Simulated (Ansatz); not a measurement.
**Band-structure calculation, with input and output: HfO$_{2}$**

The run: band-structure calculation of HfO$_{2}$ (P2₁/c, 12 atoms in the cell). Method and program: DFT PBE, scalar-relativistic, plane waves, PAW, no spin polarisation (Ansatz 0.2.0).

The structure derives from an entry of the Crystallography Open Database.

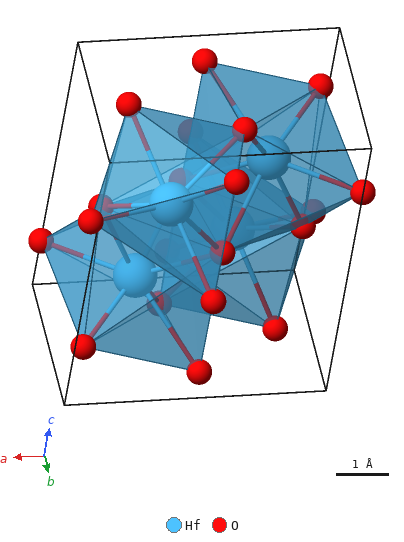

Fig. 1: The input geometry (polyhedral view of the cell of the calculation, seen at an oblique angle; polyhedra are completed across the faces of the cell).

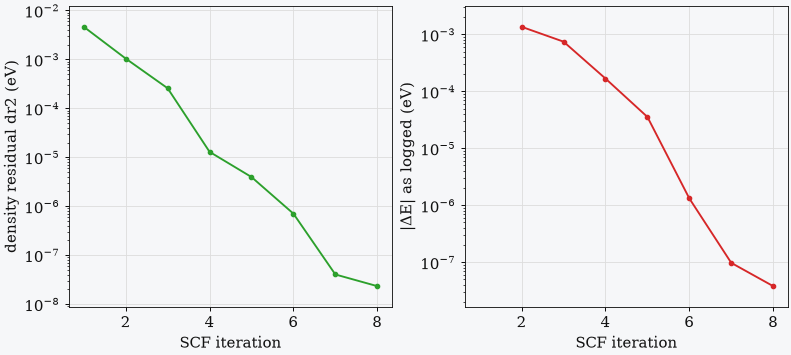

Fig. 2: Convergence of the self-consistent field: density residual dr2 and size of the energy change against the SCF iteration. The residual falls at every step.

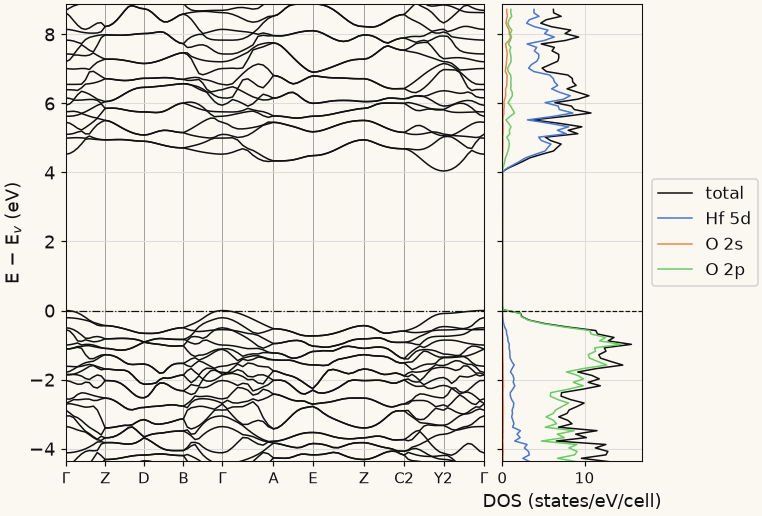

Fig. 3: Band structure along Γ–Z–D–B–Γ–A–E–Z–C2–Y2–Γ and density of states (projected on Löwdin-orthogonalised atomic shells), with energies from the valence-band top. There is a gap of 4.04 eV on this path, indirect, from Γ to Y2.

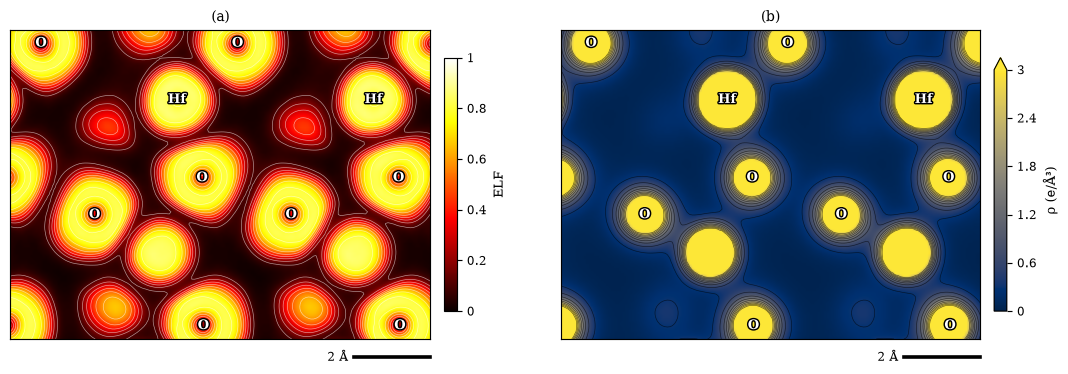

Fig. 4: (a) ELF; (b) valence electron density on the (011) plane of the conventional cell. The plane passes through Hf and O nuclei. Hf–O (2.16 Å): ρ at the midpoint is about 0.63 e/Å³; the ELF peaks at about 0.85 in the valence shell of O, 0.6 Å from its nucleus, and drops to about 0.15 between the two atoms. Away from the nuclei the density in this plane falls to 0.02 e/Å³ at its lowest. The strong features right at Hf lie inside the PAW spheres (semicore, d or f shells) and say nothing about bonding. Core electrons are frozen (PAW), so the fields are smoothed inside the atomic spheres.

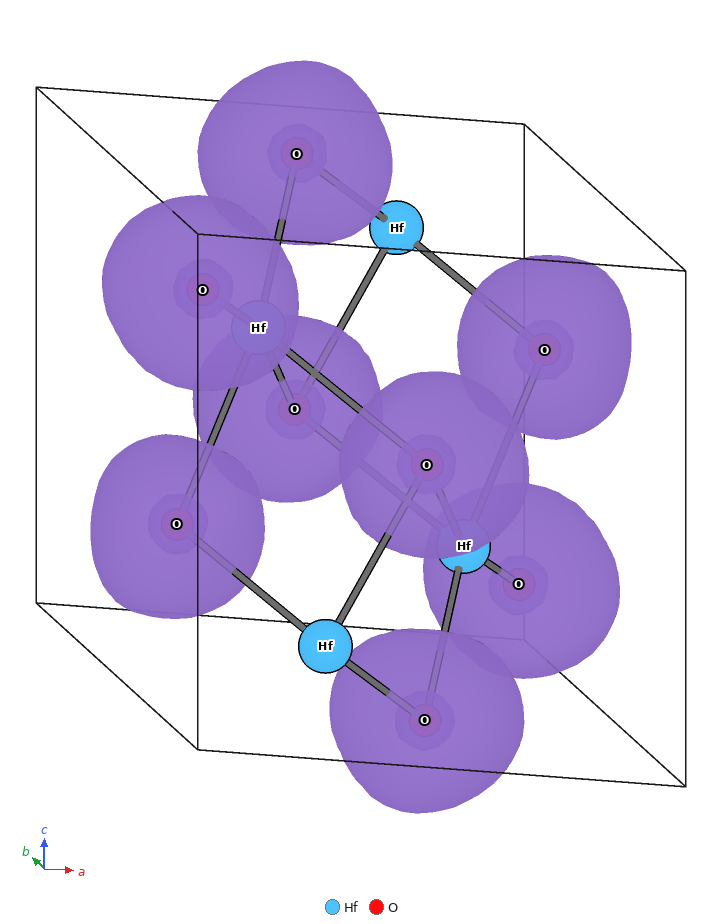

Fig. 5: Isosurface of the ELF at 0.6 (purple), seen slightly off an axis. Core shells and regions of very low density are left out. Sticks mark near contacts. The outline is the cell set on symmetry axes. Along the contacts the grid gives the following. Hf–O (2.05 Å): the ELF peaks at about 0.85 in the valence shell of O, 0.6 Å from its nucleus, and drops to about 0.20 between the two atoms. Hf–O (2.15 Å): the ELF peaks at about 0.85 in the valence shell of O, 0.6 Å from its nucleus, and drops to about 0.20 between the two atoms.

The input that produced these results follows, with the program's output.

**Input**
```yaml
crystal:
  lattice:
    - [5.1608408625, 0.0, -0.0153390586]
    - [0.0, 5.2121898913, 0.0]
    - [-0.8814769871, 0.0, 5.278723738]
  atoms:
    - { symbol: Hf, position: [0.2757243771, 0.0428613274, 0.2084023826] }
    - { symbol: Hf, position: [0.7242756229, 0.5428613274, 0.2915976174] }
    - { symbol: Hf, position: [0.7242756229, 0.9571386726, 0.7915976174] }
    - { symbol: Hf, position: [0.2757243771, 0.4571386726, 0.7084023826] }
    - { symbol: O, position: [0.4491331776, 0.7572235638, 0.4767005036] }
    - { symbol: O, position: [0.5508668224, 0.2572235638, 0.0232994964] }
    - { symbol: O, position: [0.5508668224, 0.2427764362, 0.5232994964] }
    - { symbol: O, position: [0.4491331776, 0.7427764362, 0.9767005036] }
    - { symbol: O, position: [0.0672019312, 0.3287421748, 0.3483696698] }
    - { symbol: O, position: [0.9327980688, 0.8287421748, 0.1516303302] }
    - { symbol: O, position: [0.9327980688, 0.6712578252, 0.6516303302] }
    - { symbol: O, position: [0.0672019312, 0.1712578252, 0.8483696698] }
basis:
  ecutwfc: 420
kpoints:
  mp_grid: { grid: [6, 6, 6] }
  band_path:
    path:
      - [0.0, 0.0, 0.0]
      - [0.0, 0.5, 0.0]
      - [0.0, 0.5, 0.5]
      - [0.0, 0.0, 0.5]
      - [0.0, 0.0, 0.0]
      - [-0.5, 0.0, 0.5]
      - [-0.5, 0.5, 0.5]
      - [0.0, 0.5, 0.0]
      - [-0.5, 0.5, 0.0]
      - [-0.5, 0.0, 0.0]
      - [0.0, 0.0, 0.0]
    npoints: 10
hamiltonian:
  xc: pbe
scf:
  occupations: { method: gaussian, width: 0.02 }
  n_extra_bands: 30
output:
  forces: true
  stress: true
  eigenvalues: true
  populations: true
  dos: { projected: true, de: 0.02, nscf_kmesh: { grid: [9, 9, 9] } }
  bader: false
  write_density: true
  write_potential: true
  elf: true
  volumetric_format: npy
```

Launch command:
```bash
ansatz run input.yaml --threads 8 --pin off --max-ram 22528MiB --backend cpu --events-out ev --progress --plain --runs-dir out
```

**What the program printed**
```
scf.n_extra_bands = 30 over 76 filled bands (N_el = 152.0): the run solves 106 bands
Engine: ansatz 0.2.0, aarch64-unknown-linux-gnu
Pseudopotentials: kind: paw
Pseudopotential: Hf, paw, valence charge 26, recommended cutoff 420 eV (normal), Hf.paw.azcp
Pseudopotential: O, paw, valence charge 6, recommended cutoff 420 eV (normal), O.paw.azcp
Functional definition: PBE
  parameter kappa = 0.804
  parameter beta = 0.06672455060314922
  exchange = pbe_x(kappa = kappa, mu = beta*pi^2/3)
  correlation = pbe_c(beta = beta)
Crystal: 12 atoms, lattice volume = 141.923 Å³
Basis set: ecut = 420 eV, 2773 PW (Γ), exchange–correlation on 72×72×72 points (8 copies of the dense FFT grid, shifted against one another)
Bands: 106, of which v1, the nominal top of the filled ones, is band 76 counted from 1 (75 counted from 0)
Symmetry: 4 space group operations
Space group: P21/c (ITA 14), of the structure as read, at distance tolerance 5.2e-5 Å
k-points: 80 of 216
Non-local potential: Hf, projectors of the file, l = 0: 3, l = 1: 2, l = 2: 2, l = 3: 3
Non-local potential: O, projectors of the file, l = 0: 2, l = 1: 2, l = 2: 1
PAW form: soft (Blöchl's): semilocal exchange-correlation on the pseudo side does not see the compensation charge
PAW one-centre angular grid: Hf, 590 points (default); XC on 64 Gauss nodes
PAW one-centre angular grid: O, 110 points (default); XC on 64 Gauss nodes
Initial density: superposition of atomic densities (neutral atoms: chi_scale 0, normalization atom), corrected by the library's trained network
Initial wavefunctions: pseudopotential atomic-orbital guess
Functional: x = pbe(κ = 0.804, μ = 0.2195149727645171), c = pbe(β = 0.06672455060314922)
SCF iter   1: F=—  HF=-67446.717904 eV  |F-HF|=—  |Δ(HF+E_count)|=         —  Δρ=2.83e-3  dr2=4.63e-3  ethr=1.77e-3  ⟨swp⟩=5.7  Hψ=26837  notcnv=0  defer=1103
preconditioner: auto → Resta (q_TF=auto, 2.760 Å⁻¹)  ε∞=4.3  [insulator: Δε(μ)=4.050 eV  Ē_g=20.607 eV  σ=0.020 eV  W_gap=1.00  n_scr=52 (ndim 8)  ℏωp=37.4 eV  f_vac=0.081  D(μ)=0.00/eV (n_scr^D=0)  ε∞_Penn≈4.3]
SCF iter   2: F=—  HF=-67446.719260 eV  |F-HF|=—  |Δ(HF+E_count)|=   1.36e-3  Δρ=1.46e-3  dr2=1.04e-3  ethr=3.04e-6  ⟨swp⟩=2.0  Hψ=15055  notcnv=0  defer=1889
SCF iter   3: F=—  HF=-67446.720006 eV  |F-HF|=—  |Δ(HF+E_count)|=   7.46e-4  Δρ=5.81e-4  dr2=2.57e-4  ethr=6.84e-7  ⟨swp⟩=2.0  Hψ=11067  notcnv=0  defer=1889
SCF iter   4: F=—  HF=-67446.720175 eV  |F-HF|=—  |Δ(HF+E_count)|=   1.68e-4  Δρ=1.02e-4  dr2=1.29e-5  ethr=1.69e-7  ⟨swp⟩=2.0  Hψ=11359  notcnv=0  defer=1889
SCF iter   5: F=—  HF=-67446.720139 eV  |F-HF|=—  |Δ(HF+E_count)|=   3.56e-5  Δρ=5.37e-5  dr2=3.94e-6  ethr=8.48e-9  ⟨swp⟩=2.0  Hψ=11526  notcnv=0  defer=1889
SCF iter   6: F=—  HF=-67446.720140 eV  |F-HF|=—  |Δ(HF+E_count)|=   1.32e-6  Δρ=2.41e-5  dr2=7.03e-7  ethr=2.59e-9  ⟨swp⟩=2.0  Hψ=11359  notcnv=0  defer=1889
SCF iter   7: F=—  HF=-67446.720140 eV  |F-HF|=—  |Δ(HF+E_count)|=   9.76e-8  Δρ=5.41e-6  dr2=4.02e-8  ethr=6.58e-11  ⟨swp⟩=13.1  Hψ=66853  notcnv=0
SCF iter   8: F=-67446.720140 eV  HF=-67446.720140 eV  |F-HF|=7.32e-9  |Δ(HF+E_count)|=   3.81e-8  Δρ=3.98e-6  dr2=2.32e-8  ethr=2.65e-11  ⟨swp⟩=9.6  Hψ=51386  notcnv=0
SCF 1 converged in 8 iterations: F = -67446.720140 eV  dr2 = 2.32e-8
  greatest PAW one-centre occupation: 0.999 electrons in one spin orbital (limit 2), on the Hf atom at site 3 (counted from 0), in its partial waves of l = 0
NSCF: frozen V_eff on 101 k-points
NSCF: frozen V_eff on 205 k-points
SCF converged after 8 iterations
Free energy (F): -67446.720140 eV
Harris-Foulkes:  -67446.720140 eV  (|F-HF|=7.32e-9)
Internal energy: -67446.720140 eV  (E = F + TS)
E sigma→0 (E₀):  -67446.720140 eV
Fermi energy:    15.713098 eV
--- Per-component energies (eV) ---
  E_band       = -65.961568
  E_kinetic    = 3083.563722
  E_local      = -24890.797054  (includes V_loc(G=0)·N_el)
  E_nonlocal   = -4588.418961
  E_hartree    = 11365.736818
  E_xc         = -1789.854344
  E_vxc        = -1817.420541  (∫ρ·V_xc dr)
  E_paw        = -28972.813120  (= ΣΔE_a)
  E_vpaw       = 5415.640457  (= ΣTr[D̂ρ^β])
  E_aug_tail   = 0.019861  (compensation charges beyond the density's cutoff)
  E_ewald      = -21654.157063
  E_smearing   = -0.000000  (= −TS)
  E_closure    = 0.000000  (closes the sum)
  Σ components = -67446.720140   (vs F -67446.720140, Δ=0.00e0)
--- Forces (eV/Å), atoms counted from 1 ---
  atom   1  Hf     0.00431948     0.00066643    -0.00229130
  atom   2  Hf    -0.00431948     0.00066643     0.00229130
  atom   3  Hf    -0.00431948    -0.00066643     0.00229130
  atom   4  Hf     0.00431948    -0.00066643    -0.00229130
  atom   5  O      0.00138568    -0.00047543    -0.00139647
  atom   6  O     -0.00138568    -0.00047543     0.00139647
  atom   7  O     -0.00138568     0.00047543     0.00139647
  atom   8  O      0.00138568     0.00047543    -0.00139647
  atom   9  O     -0.00028099    -0.00009645     0.00043779
  atom  10  O      0.00028099    -0.00009645    -0.00043779
  atom  11  O      0.00028099     0.00009645    -0.00043779
  atom  12  O     -0.00028099     0.00009645     0.00043779
  max |Σ_I F_I| component: 8.67e-19 eV/Å
--- Stress (GPa, compression-positive) ---
        0.006360       0.000000      -0.008538
        0.000000      -0.005941       0.000000
       -0.008538       0.000000       0.004550
  P = ⅓ Tr σ = 0.0017 GPa (0.017 kbar)
--- Band table (eV; the first three rows and the last of 80) ---
  k-point 0: bands = ["-46.7719", "-46.7542", "-46.7518", "-46.7511", "-15.8120", "-15.7865", "-15.7597", "-15.5950", "-15.5279", "-15.4953", "-15.4717", "-15.4373", "-15.4095", "-15.4095", "-15.3585", "-15.3078", "-4.2915", "-2.9988", "-2.8828", "-2.8303", "-2.4082", "-2.3968", "-2.2958", "-2.2057", "3.3362", "3.3450", "3.3479", "3.3483", "3.3551", "3.3559", "3.3616", "3.3649", "3.3661", "3.3672", "3.3696", "3.3714", "3.3735", "3.3738", "3.3755", "3.3797", "3.3858", "3.3861", "3.3876", "3.3901", "3.3940", "3.3994", "3.4031", "3.4111", "3.4190", "3.4311", "3.4430", "3.4776", "8.3170", "8.4217", "8.9325", "9.1455", "9.2403", "9.5715", "10.3319", "10.6393", "10.8090", "10.9813", "11.0040", "11.1334", "11.6663", "11.8264", "11.8443", "11.9016", "12.0795", "12.5721", "12.5785", "12.6932", "13.1400", "13.1935", "13.4852", "13.6928", "18.2205", "18.6859", "18.7940", "19.1438", "19.3191", "19.4473", "19.6390", "19.8511", "20.0879", "20.2412", "20.7009", "20.8956", "21.1230", "21.5239", "21.8356", "22.3204", "22.3861", "22.8762", "23.6772", "23.8298", "24.3214", "25.7958", "25.9521", "26.0526", "26.8364", "27.1432", "27.7071", "27.9518", "28.1519", "28.3795"]
  k-point 1: bands = ["-46.7707", "-46.7552", "-46.7518", "-46.7514", "-15.7956", "-15.7610", "-15.7489", "-15.6120", "-15.5452", "-15.4868", "-15.4679", "-15.4534", "-15.4101", "-15.4015", "-15.3624", "-15.3322", "-4.1901", "-2.9717", "-2.9206", "-2.8253", "-2.4880", "-2.3810", "-2.3338", "-2.2197", "3.3357", "3.3444", "3.3462", "3.3491", "3.3534", "3.3559", "3.3638", "3.3648", "3.3665", "3.3674", "3.3694", "3.3702", "3.3716", "3.3751", "3.3761", "3.3826", "3.3842", "3.3856", "3.3885", "3.3922", "3.3932", "3.3958", "3.4077", "3.4104", "3.4192", "3.4301", "3.4409", "3.4715", "8.4003", "8.5590", "9.1104", "9.1887", "9.3596", "9.6331", "10.2220", "10.5566", "10.6398", "10.8718", "11.1229", "11.2085", "11.5058", "11.6423", "11.9149", "12.0255", "12.0959", "12.3948", "12.4759", "12.8016", "13.0063", "13.1143", "13.3887", "13.5900", "18.2499", "18.6296", "18.6904", "19.2522", "19.4138", "19.4679", "19.9194", "20.0243", "20.0274", "20.3541", "20.5832", "20.9128", "21.3059", "21.5568", "21.7603", "22.3501", "22.3806", "22.9105", "23.5094", "23.8529", "24.2338", "25.1842", "26.0730", "26.1602", "27.0580", "27.1894", "27.7552", "27.9573", "28.0246", "28.7192"]
  k-point 2: bands = ["-46.7673", "-46.7582", "-46.7518", "-46.7516", "-15.7497", "-15.7208", "-15.6957", "-15.6395", "-15.6043", "-15.4998", "-15.4583", "-15.4553", "-15.4185", "-15.3932", "-15.3827", "-15.3722", "-3.9105", "-3.1395", "-2.9030", "-2.8182", "-2.5117", "-2.4154", "-2.3994", "-2.2726", "3.3350", "3.3389", "3.3496", "3.3513", "3.3516", "3.3571", "3.3605", "3.3635", "3.3660", "3.3677", "3.3693", "3.3718", "3.3738", "3.3739", "3.3768", "3.3808", "3.3817", "3.3871", "3.3871", "3.3875", "3.3979", "3.4015", "3.4124", "3.4144", "3.4205", "3.4273", "3.4356", "3.4552", "8.6530", "8.9466", "9.2293", "9.4031", "9.7594", "9.9107", "9.9158", "10.1770", "10.3162", "10.9062", "11.1164", "11.2104", "11.3716", "11.5019", "11.7308", "11.8744", "12.1834", "12.2996", "12.3807", "12.7209", "12.9374", "13.0868", "13.1510", "13.3526", "18.3160", "18.4875", "18.7403", "19.0474", "19.5628", "19.6944", "20.1434", "20.1898", "20.3758", "20.4473", "20.6896", "20.9950", "21.3669", "21.6732", "21.9337", "22.3444", "22.3706", "22.9890", "23.0980", "23.7751", "24.0869", "24.2595", "26.2267", "26.8440", "26.9535", "27.2891", "27.6043", "27.8296", "28.1921", "29.2098"]
  k-point 79: bands = ["-46.7599", "-46.7599", "-46.7545", "-46.7545", "-15.7903", "-15.7903", "-15.7648", "-15.7648", "-15.4725", "-15.4725", "-15.4099", "-15.4099", "-15.4058", "-15.4058", "-15.3496", "-15.3496", "-3.4410", "-3.4410", "-3.1370", "-3.1370", "-2.3222", "-2.3222", "-2.2904", "-2.2904", "3.3445", "3.3445", "3.3489", "3.3489", "3.3575", "3.3575", "3.3575", "3.3575", "3.3725", "3.3725", "3.3729", "3.3729", "3.3752", "3.3752", "3.3813", "3.3813", "3.3833", "3.3833", "3.3834", "3.3834", "3.3933", "3.3933", "3.4070", "3.4070", "3.4228", "3.4228", "3.4377", "3.4377", "9.2953", "9.2953", "9.5131", "9.5131", "9.8408", "9.8408", "10.1606", "10.1606", "10.9151", "10.9151", "10.9805", "10.9805", "11.3870", "11.3870", "11.4320", "11.4320", "12.1183", "12.1183", "12.5071", "12.5071", "12.6611", "12.6611", "12.9581", "12.9581", "18.1784", "18.1784", "18.8683", "18.8683", "19.3191", "19.3191", "19.6931", "19.6931", "20.4877", "20.4877", "20.5932", "20.5932", "21.7962", "21.7962", "22.5747", "22.5747", "23.3415", "23.3415", "23.7931", "23.7931", "24.6621", "24.6621", "25.0263", "25.0263", "25.9285", "25.9285", "26.3009", "26.3009", "29.6939", "29.6939"]
--- Löwdin populations: 12 sites ---
  site symbol       q [e]
     0     Hf     24.5630
     1     Hf     24.5630
     2     Hf     24.5630
     3     Hf     24.5630
     4      O      6.6940
     5      O      6.6940
     6      O      6.6940
     7      O      6.6940
     8      O      6.6478
     9      O      6.6478
    10      O      6.6478
    11      O      6.6478
  spilling = 0.002505 (of n_electrons = 152.000000)
```

**File populations.tsv**
```
# site	symbol	l	j	q
# orbitals = lowdin
# n_electrons = 152.000000
# spilling = 0.002505
0	Hf	0_5S	-	1.969127
0	Hf	0_6S	-	0.440638
0	Hf	1_5P	-	5.983584
0	Hf	2_5D	-	2.173038
0	Hf	3_4F	-	13.996628
1	Hf	0_5S	-	1.969127
1	Hf	0_6S	-	0.440638
1	Hf	1_5P	-	5.983584
1	Hf	2_5D	-	2.173038
1	Hf	3_4F	-	13.996628
2	Hf	0_5S	-	1.969127
2	Hf	0_6S	-	0.440638
2	Hf	1_5P	-	5.983584
2	Hf	2_5D	-	2.173038
2	Hf	3_4F	-	13.996628
3	Hf	0_5S	-	1.969127
3	Hf	0_6S	-	0.440638
3	Hf	1_5P	-	5.983584
3	Hf	2_5D	-	2.173038
3	Hf	3_4F	-	13.996628
4	O	0_2S	-	1.701830
4	O	1_2P	-	4.992181
5	O	0_2S	-	1.701830
5	O	1_2P	-	4.992181
6	O	0_2S	-	1.701830
6	O	1_2P	-	4.992181
7	O	0_2S	-	1.701830
7	O	1_2P	-	4.992181
8	O	0_2S	-	1.690032
8	O	1_2P	-	4.957763
9	O	0_2S	-	1.690032
9	O	1_2P	-	4.957763
10	O	0_2S	-	1.690032
10	O	1_2P	-	4.957763
11	O	0_2S	-	1.690032
11	O	1_2P	-	4.957763
```

**Results in brief**

| quantity | value |
| --- | --- |
| outcome | converged |
| space group (tolerance 0.01 Å) | P2₁/c (14) |
| electrons treated | 152 |
| free energy | −67446.7201 eV |
| Fermi energy | 15.713 eV |
| gap on the k-point mesh | 4.04 eV |
| gap on the band path | 4.04 eV |
| pressure | 0.00 GPa |
| largest force (length of the vector) | 0.005 eV/Å |
| hardware | 8 threads of an Arm (aarch64) CPU, shared host |
| wall time | 50 s (CPU time 6.5 min) |
| peak memory | 2.2 GiB |

Spin–orbit coupling is left out, which matters for Hf.
